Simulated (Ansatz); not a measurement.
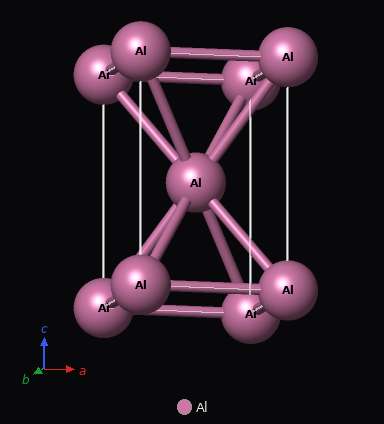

Structure drawing (ball-and-stick), viewed from a general direction. The conventional unit cell is drawn as a box.

Describe the arrangement of the atoms.

- The element is aluminium.
- It is body-centred tetragonal, space group I4/mmm (No. 139).
- The cell holds two atoms.
- Each Al has twelve Al in a cuboctahedral arrangement.
- The bonds build a three-dimensional framework.

The structure comes from a structure listed in the Materials Project. The cell was then strained or its atoms displaced on purpose. Ansatz was used for an electronic-structure calculation on it.

At this level of theory the cell isn't at rest (compressed, at 6 GPa), so its distances can differ from those at equilibrium, the more so the softer the solid.
